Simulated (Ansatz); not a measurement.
## Geometry relaxation, with input and output: Nb2N5 (part 1 of 2)

The run: geometry relaxation of Nb2N5 (7 atoms in the cell). Method and program: DFT r2SCAN, scalar-relativistic, plane waves, PAW (Ansatz 0.2.0).

The structure was made by swapping elements on the sites of another compound; it need not be a known phase. The run did not end well. It belongs to a series of runs on one base structure; here: O -> N on all its sites, cell and atoms relaxed. Figures and captions count atoms from 1; the log counts them from 0 in places.

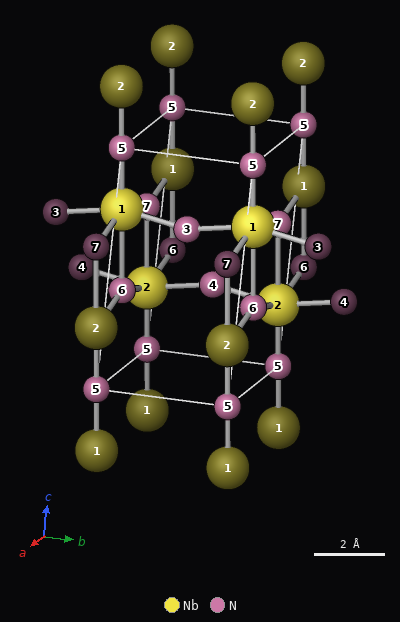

Figure 1. The starting structure (ball-and-stick view of the reduced cell, seen slightly off an axis; neighbours outside the cell are drawn fainter; atoms are numbered from 1 in the order of the input). An atom can appear more than once, as a periodic image. Near neighbours in the periodic cell (some may lie outside the picture): Nb has 6 N at 1.88 to 2.48 Å; N has 2 Nb at 1.88 to 2.09 Å; N has 3 Nb at 2.03 to 2.48 Å.

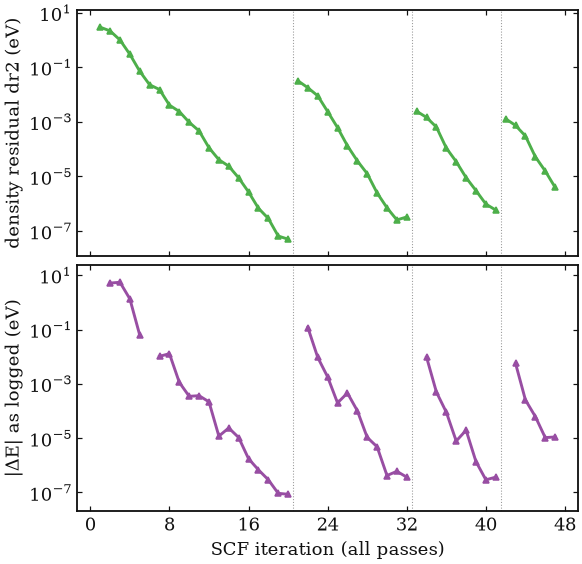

Figure 2. Convergence of the self-consistent field: density residual dr2 and size of the energy change against the SCF iteration. Dotted lines part the SCF passes that the log prints in full.

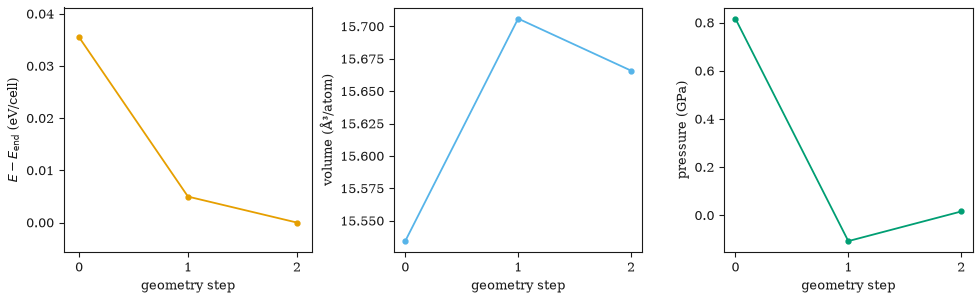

Figure 3. Progress of the relaxation, step by step (the first geometry is step 0 here and step 1 in the log).

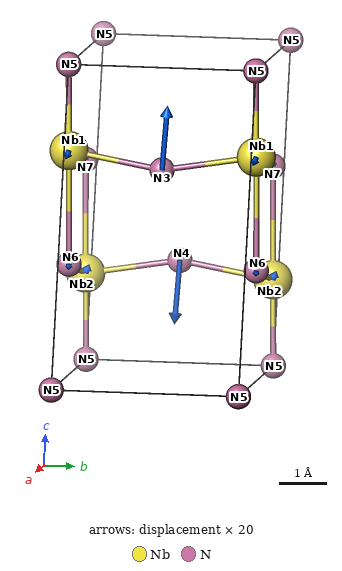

Figure 4. The starting structure with the displacements (without the part carried along by the change of the cell) as blue arrows, magnified 20 times (ball-and-stick view of the reduced cell, seen slightly off an axis). The run was cut off at its time limit before the relaxation converged, so the last structure is only a point on the way. The largest moves relative to the cell, 0.071 Å, are those of N3 and N4. Largest moves by element: N 0.071 Å, Nb 0.011 Å. The volume changes by +0.8 %, with a 3.915 → 3.939 Å (+0.6 %), b 4.101 → 4.097 Å (−0.1 %), c 7.049 → 7.076 Å (+0.4 %), α 90.1° → 90.0°. Among the contacts that change: Nb1–N3 2.094 → 2.071 Å, Nb1–N5 1.881 → 1.897 Å, Nb1–N7 2.028 → 2.036 Å, Nb1–N6 2.479 → 2.485 Å. Among the angles that change: N3–Nb1–N3 160.5° → 164.8°, Nb1–N3–Nb1 160.5° → 164.8°, N3–Nb1–N5 100.2° → 97.7°. The space group stays C2/m (No. 12). Over 2 geometry steps the energy falls by 35.5 meV per cell of the calculation. Largest force component: 0.56 eV/Å at the start, 0.089 eV/Å at the end. The pressure goes from 0.82 to 0.02 GPa. (Atoms are counted from 1 in the order of the input.)

These pictures come from the run below.

Input file
```yaml
crystal:
  lattice:
    - [6.7714513914, -1.9576400887, 0.0443324128]
    - [6.7714513914, 1.9576400887, 0.0443324128]
    - [-0.0337894523, 0.0, 4.1013077446]
  atoms:
    - { symbol: Nb, position: [0.8611433213, 0.8611433213, 1.0022023771], spin: -0.12 }
    - { symbol: Nb, position: [0.1388566787, 0.1388566787, -0.0022023771], spin: -0.12 }
    - { symbol: "N", position: [0.8351513913, 0.8351513913, 0.4987478573], spin: 0.93 }
    - { symbol: "N", position: [0.1648486087, 0.1648486087, 0.5012521427], spin: 0.93 }
    - { symbol: "N", position: [0.0, 0.0, 0.0], spin: 0.77 }
    - { symbol: "N", position: [0.6780730844, 0.6780730844, 0.0019460796], spin: 1.0 }
    - { symbol: "N", position: [0.3219269156, 0.3219269156, 0.9980539204], spin: 1.0 }
basis:
  ecutwfc: 500
kpoints:
  mp_grid: { grid: [10, 10, 10] }
hamiltonian:
  xc: r2scan
scf:
  occupations: { method: gaussian, width: 0.1 }
output:
  forces: true
  stress: true
  eigenvalues: true
  populations: true
magnetization:
  spin_polarized: true
relax:
  adjacent_minimum: "off"
  f_tol: 0.01
  max_steps: 60
  cell: { stress_tol: 0.1 }
```

Run as:
```bash
ansatz run input.yaml --threads 2 --pin off --max-ram 5120MiB --backend cpu --events-out ev --progress --plain --runs-dir out
```

The program's output
```
Engine: ansatz 0.2.0, aarch64-unknown-linux-gnu
Pseudopotentials: kind: paw
Pseudopotential: Nb, paw, valence charge 13, recommended cutoff 500 eV (meta_gga), Nb.paw.azcp
Pseudopotential: N, paw, valence charge 5, recommended cutoff 500 eV (meta_gga), N.paw.azcp
Functional definition: r2SCAN
  parameter k0 = 0.174
  parameter k1 = 0.065
  parameter a1 = 4.9479
  exchange = r2scan_x(k0 = k0, k1 = k1, a1 = a1)
  correlation = r2scan_c
Crystal: 7 atoms, lattice volume = 108.740 Å³
Basis set: ecut = 500 eV, 2765 PW (Γ), exchange–correlation on 216×216×120 points (64 copies of the dense FFT grid, shifted against one another)
Bands: 35, of which v1, the nominal top of the filled ones, is band 26 counted from 1 (25 counted from 0)
Symmetry: 4 space group operations
Space group: C2/m (ITA 12), of the structure as read, at distance tolerance 4.8e-5 Å
Magnetic group: BNS 12.58 (UNI 65), of the structure as read, at distance tolerance 4.8e-5 Å
k-points: 282 of 1000
Non-local potential: Nb, projectors of the file, l = 0: 3, l = 1: 2, l = 2: 2, l = 3: 1
Non-local potential: N, projectors of the file, l = 0: 2, l = 1: 2, l = 2: 1
PAW form: soft (Blöchl's): semilocal exchange-correlation on the pseudo side does not see the compensation charge
PAW frozen core: Nb, regenerated for the run's functional (the file was generated under x = pbe(κ = 0.804, μ = 0.2195149727645171), c = pbe(β = 0.06672455060314922))
PAW frozen core: N, regenerated for the run's functional (the file was generated under x = pbe(κ = 0.804, μ = 0.2195149727645171), c = pbe(β = 0.06672455060314922))
PAW one-centre angular grid: Nb, 590 points (default); XC on 160 Gauss nodes
PAW one-centre angular grid: N, 302 points (default); XC on 160 Gauss nodes
Initial density: superposition of atomic densities (chi_scale 0.1, normalization cell, long waves kept (reshape's long-wave potential 0.07 eV rms))
Starting moments: Σ|m| = 4.87 μB on 7 of 7 sites
Initial wavefunctions: pseudopotential atomic-orbital guess
Functional: x = r2scan, c = r2scan; τ floored in thin density (d = 2e-4 eV/Å³)
SCF iter   1: F=—  HF=-11036.030414 eV  |F-HF|=—  |Δ(HF+E_count)|=         —  Δρ=4.14e-2 (↑2.78e-2 ↓4.14e-2)  dr2=2.97e0  dr2_τ=1.00e-1  dr2_m=1.61e-1  M=3.679 μB ∫|m|=4.279 μB  β_m=1.00  ethr=3.10e-3  ⟨swp⟩=5.8  Hψ=75552  notcnv=0
Mixer restart at iter 1: flushing history
preconditioner: auto → Kerker (q_TF=auto, 2.405 Å⁻¹)  [metal: Δε(μ)=0.002 eV  Ē_g=9.508 eV  σ=0.100 eV  W_gap=0.01  n_scr=28 (ndim 8)  ℏωp=21.1 eV  f_vac=0.069  D(μ)=3.86/eV (n_scr^D=30)]
spin=Collinear: Kerker preconditioning applied to the charge; magnetization (m = ρ↑ − ρ↓) channel mixes plain (no charge-response kernel on spin).
SCF iter   2: F=—  HF=-11041.188731 eV  |F-HF|=—  |Δ(HF+E_count)|=    5.16e0  Δρ=2.98e-2 (↑2.50e-2 ↓2.98e-2)  dr2=2.17e0  dr2_τ=1.18e-2  dr2_m=6.55e-2  M=3.921 μB ∫|m|=4.685 μB  β_m=0.62  ethr=3.10e-3  ⟨swp⟩=2.4  Hψ=35343  notcnv=0  defer=1716  κ⁻¹=1.0e0(r=1)
SCF iter   3: F=—  HF=-11046.717757 eV  |F-HF|=—  |Δ(HF+E_count)|=    5.53e0  Δρ=1.86e-2 (↑1.86e-2 ↓1.52e-2)  dr2=1.01e0  dr2_τ=5.46e-3  dr2_m=5.49e-2  M=4.492 μB ∫|m|=5.439 μB  β_m=1.00  ethr=3.10e-3  ⟨swp⟩=2.0  Hψ=32399  notcnv=0  defer=1726  κ⁻¹=1.3e-1(r=2)
SCF iter   4: F=—  HF=-11048.063264 eV  |F-HF|=—  |Δ(HF+E_count)|=    1.35e0  Δρ=9.68e-3 (↑9.68e-3 ↓8.33e-3)  dr2=3.01e-1  dr2_τ=2.35e-3  dr2_m=3.71e-3  M=5.000 μB ∫|m|=6.028 μB  β_m=1.00  ethr=1.98e-3  ⟨swp⟩=2.1  Hψ=36655  notcnv=0  defer=1786  κ⁻¹=4.6e-2(r=3)
SCF iter   5: F=—  HF=-11048.125658 eV  |F-HF|=—  |Δ(HF+E_count)|=   6.24e-2  Δρ=5.33e-3 (↑4.99e-3 ↓5.33e-3)  dr2=7.18e-2  dr2_τ=9.89e-4  dr2_m=3.00e-3  M=5.000 μB ∫|m|=6.062 μB  β_m=1.00  ethr=5.90e-4  ⟨swp⟩=2.0  Hψ=31499  notcnv=0  defer=1770  κ⁻¹=2.2e-2(r=4)
SCF iter   6: F=—  HF=-11048.177824 eV  |F-HF|=—  |Δ(HF+E_count)|=         —  Δρ=3.17e-3 (↑2.63e-3 ↓3.17e-3)  dr2=2.29e-2  dr2_τ=3.65e-4  dr2_m=8.12e-4  M=5.000 μB ∫|m|=6.091 μB  β_m=1.00  ethr=1.41e-4  ⟨swp⟩=2.3  Hψ=30367  notcnv=0  defer=1770
Mixer restart at iter 6: flushing history
SCF iter   7: F=—  HF=-11048.188107 eV  |F-HF|=—  |Δ(HF+E_count)|=   1.03e-2  Δρ=2.37e-3 (↑1.96e-3 ↓2.37e-3)  dr2=1.53e-2  dr2_τ=1.91e-4  dr2_m=1.94e-4  M=5.000 μB ∫|m|=6.111 μB  β_m=1.00  ethr=4.48e-5  ⟨swp⟩=1.1  Hψ=20252  notcnv=0  defer=1769  κ⁻¹=1.0e0(r=1)
SCF iter   8: F=—  HF=-11048.201041 eV  |F-HF|=—  |Δ(HF+E_count)|=   1.29e-2  Δρ=8.17e-4 (↑8.17e-4 ↓7.06e-4)  dr2=4.10e-3  dr2_τ=1.51e-5  dr2_m=1.01e-4  M=5.000 μB ∫|m|=6.144 μB  β_m=1.00  ethr=3.00e-5  ⟨swp⟩=2.1  Hψ=28988  notcnv=0  defer=1768  κ⁻¹=1.8e-2(r=2)
SCF iter   9: F=—  HF=-11048.202173 eV  |F-HF|=—  |Δ(HF+E_count)|=   1.13e-3  Δρ=5.00e-4 (↑5.00e-4 ↓4.83e-4)  dr2=2.39e-3  dr2_τ=7.67e-6  dr2_m=1.02e-5  M=5.000 μB ∫|m|=6.137 μB  β_m=1.00  ethr=8.04e-6  ⟨swp⟩=1.9  Hψ=24098  notcnv=0  defer=1768  κ⁻¹=1.2e-2(r=3)
SCF iter  10: F=—  HF=-11048.202519 eV  |F-HF|=—  |Δ(HF+E_count)|=   3.46e-4  Δρ=3.47e-4 (↑3.47e-4 ↓3.20e-4)  dr2=9.59e-4  dr2_τ=3.92e-6  dr2_m=2.84e-5  M=5.000 μB ∫|m|=6.123 μB  β_m=1.00  ethr=4.69e-6  ⟨swp⟩=2.2  Hψ=26864  notcnv=0  defer=1763  κ⁻¹=5.3e-3(r=4)
SCF iter  11: F=—  HF=-11048.202884 eV  |F-HF|=—  |Δ(HF+E_count)|=   3.65e-4  Δρ=2.20e-4 (↑1.88e-4 ↓2.20e-4)  dr2=4.65e-4  dr2_τ=1.31e-6  dr2_m=1.00e-6  M=5.000 μB ∫|m|=6.122 μB  β_m=1.00  ethr=1.88e-6  ⟨swp⟩=2.1  Hψ=27041  notcnv=0  defer=1763  κ⁻¹=1.5e-3(r=5)
SCF iter  12: F=—  HF=-11048.203102 eV  |F-HF|=—  |Δ(HF+E_count)|=   2.17e-4  Δρ=1.56e-4 (↑1.56e-4 ↓1.40e-4)  dr2=1.12e-4  dr2_τ=9.08e-7  dr2_m=2.22e-6  M=5.000 μB ∫|m|=6.121 μB  β_m=1.00  ethr=9.13e-7  ⟨swp⟩=2.0  Hψ=28316  notcnv=0  defer=1763  κ⁻¹=4.1e-4(r=6)
SCF iter  13: F=—  HF=-11048.203113 eV  |F-HF|=—  |Δ(HF+E_count)|=   1.18e-5  Δρ=1.19e-4 (↑8.84e-5 ↓1.19e-4)  dr2=4.07e-5  dr2_τ=6.02e-7  dr2_m=9.52e-7  M=5.000 μB ∫|m|=6.123 μB  β_m=1.00  ethr=2.20e-7  ⟨swp⟩=2.0  Hψ=28001  notcnv=0  defer=1763  κ⁻¹=3.3e-4(r=7)
SCF iter  14: F=—  HF=-11048.203137 eV  |F-HF|=—  |Δ(HF+E_count)|=   2.36e-5  Δρ=7.09e-5 (↑5.43e-5 ↓7.09e-5)  dr2=2.36e-5  dr2_τ=2.05e-7  dr2_m=4.06e-7  M=5.000 μB ∫|m|=6.124 μB  β_m=1.00  ethr=7.98e-8  ⟨swp⟩=2.0  Hψ=25730  notcnv=0  defer=1761  κ⁻¹=1.8e-4(r=8)
SCF iter  15: F=—  HF=-11048.203147 eV  |F-HF|=—  |Δ(HF+E_count)|=   1.05e-5  Δρ=3.97e-5 (↑3.60e-5 ↓3.97e-5)  dr2=8.80e-6  dr2_τ=5.64e-8  dr2_m=7.17e-8  M=5.000 μB ∫|m|=6.123 μB  β_m=1.00  ethr=4.63e-8  ⟨swp⟩=2.2  Hψ=29220  notcnv=0  defer=1761  κ⁻¹=4.1e-5(r=8)
SCF iter  16: F=—  HF=-11048.203149 eV  |F-HF|=—  |Δ(HF+E_count)|=   1.74e-6  Δρ=2.34e-5 (↑2.34e-5 ↓2.08e-5)  dr2=2.67e-6  dr2_τ=2.35e-8  dr2_m=3.64e-8  M=5.000 μB ∫|m|=6.123 μB  β_m=1.00  ethr=1.73e-8  ⟨swp⟩=2.2  Hψ=28502  notcnv=0  defer=1761  κ⁻¹=1.2e-4(r=8)
SCF iter  17: F=—  HF=-11048.203150 eV  |F-HF|=—  |Δ(HF+E_count)|=   6.76e-7  Δρ=1.24e-5 (↑1.06e-5 ↓1.24e-5)  dr2=6.75e-7  dr2_τ=5.48e-9  dr2_m=2.33e-8  M=5.000 μB ∫|m|=6.123 μB  β_m=1.00  ethr=5.24e-9  ⟨swp⟩=2.1  Hψ=28862  notcnv=0  defer=1761  κ⁻¹=9.0e-5(r=8)
SCF iter  18: F=—  HF=-11048.203150 eV  |F-HF|=—  |Δ(HF+E_count)|=   2.91e-7  Δρ=8.03e-6 (↑8.03e-6 ↓7.50e-6)  dr2=2.84e-7  dr2_τ=2.70e-9  dr2_m=4.11e-9  M=5.000 μB ∫|m|=6.124 μB  β_m=1.00  ethr=1.32e-9  ⟨swp⟩=2.2  Hψ=28847  notcnv=0  defer=1761  κ⁻¹=8.8e-5(r=8)
SCF iter  19: F=—  HF=-11048.203150 eV  |F-HF|=—  |Δ(HF+E_count)|=   9.20e-8  Δρ=4.76e-6 (↑4.76e-6 ↓4.43e-6)  dr2=6.45e-8  dr2_τ=1.02e-9  dr2_m=5.53e-9  M=5.000 μB ∫|m|=6.124 μB  β_m=1.00  ethr=5.57e-10  ⟨swp⟩=2.0  Hψ=28330  notcnv=0  defer=1761  κ⁻¹=4.1e-5(r=8)
SCF iter  20: F=-11048.203150 eV  HF=-11048.203150 eV  |F-HF|=1.11e-8  |Δ(HF+E_count)|=   8.50e-8  Δρ=4.19e-6 (↑2.59e-6 ↓4.19e-6)  dr2=4.93e-8  dr2_τ=6.91e-10  dr2_m=1.30e-9  M=5.000 μB ∫|m|=6.124 μB  ethr=1.27e-10  ⟨swp⟩=8.1  Hψ=82622  notcnv=0
SCF 1 converged in 20 iterations: F = -11048.203150 eV  dr2 = 4.93e-8
  greatest PAW one-centre occupation: 1.001 electrons in one spin orbital (limit 2), on the Nb atom at site 1 (counted from 0), in its partial waves of l = 0
relax step   1: F+E_penalty+E_count = -11048.20315025 eV  Δ(F+E_penalty+E_count) = +0.000e0 eV  max|allowed force component| = 5.625e-1 eV/Å  Δτ_max = 0.0000 Å  P = +0.817 GPa  Ω = 108.740 Å³  (20 SCF iters, dr2 threshold 1.00e-7 eV, accepted)
Crystal: 7 atoms, lattice volume = 109.942 Å³
Basis set: ecut = 500 eV, 2777 PW (Γ), exchange–correlation on 216×216×120 points (64 copies of the dense FFT grid, shifted against one another)
Initial density: handed on by an earlier stage of this run
Starting moments: Σ|m| = 4.87 μB on 7 of 7 sites; this step starts from the density that it was given
Initial wavefunctions: those handed on with the density
iter 1 solved again at ethr=6.01e-5 eV; its pass at ethr=3.10e-3 eV (dr2=3.06e-2 eV) is discarded
```
